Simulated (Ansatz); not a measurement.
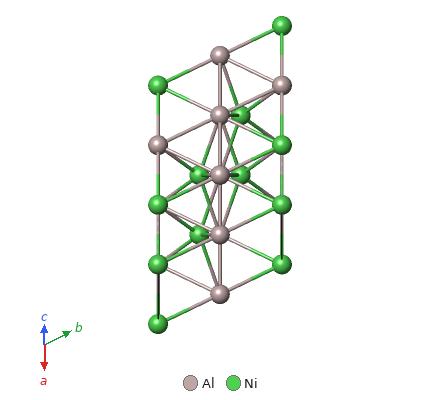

The structure, seen along [102]; the drawing may span several cells.

Structure (in its standard cell), the end point of a relaxation with DFT PBE, scalar-relativistic, plane waves, PAW (Ansatz); the starting structure was generated, so it need not be a known form of this composition:

```xyz
6
Lattice="5.1710 0.0000 0.0000 -2.5855 4.4782 0.0000 0.0000 0.0000 3.9044" Properties=species:S:1:pos:R:3 pbc="T T T"
Al    2.5855    0.0000    0.0000
Al    1.2927    2.2391    0.0000
Al   -1.2927    2.2391    0.0000
Ni    0.0000    0.0000    0.0000
Ni    0.0000    2.9855    1.9522
Ni    2.5855    1.4927    1.9522
```

### What does the kinematic electron diffraction pattern along [102] look like at 80 kV (B = 0.5 Å²)?

The spots form a rectangular net whose two shortest vectors correspond to d = 4.48 Å and 2.16 Å, 90.0° apart. They are 0 -1 0 and -2 1 1. The pattern has symmetry 2mm. No reflection of this zone is absent.

Strongest reflections with d > 0.80 Å, one of each family (|F|² from tabulated Gaussian fits of the electron scattering factors, times a small damping for the curvature of the Ewald sphere):

| hkl | d (Å) | I (strongest = 100) |
| --- | --- | --- |
| 2 0 -1 | 1.942 | 100 |
| 4 -2 -2 | 1.078 | 37 |
| 0 2 0 | 2.239 | 32 |
| 0 3 0 | 1.493 | 25 |
| 2 -1 -1 | 2.156 | 22 |
| 0 1 0 | 4.478 | 14 |

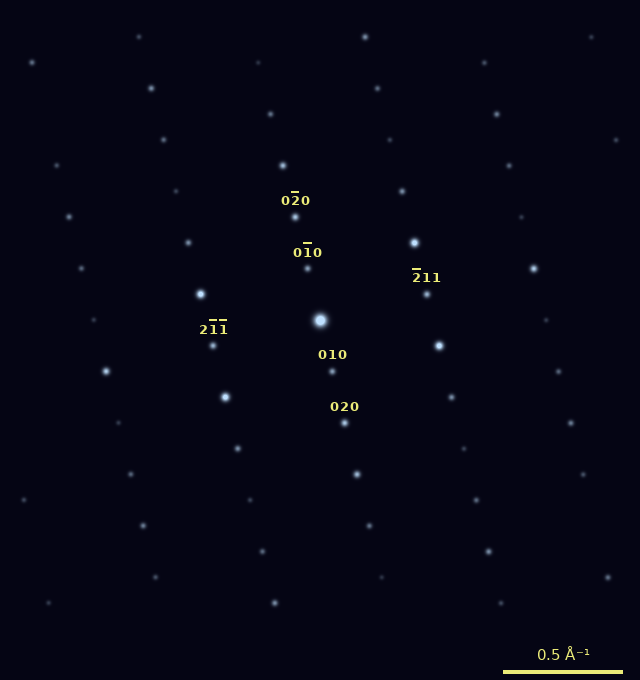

Calculated pattern, seen from the source side with [102] pointing towards the source.
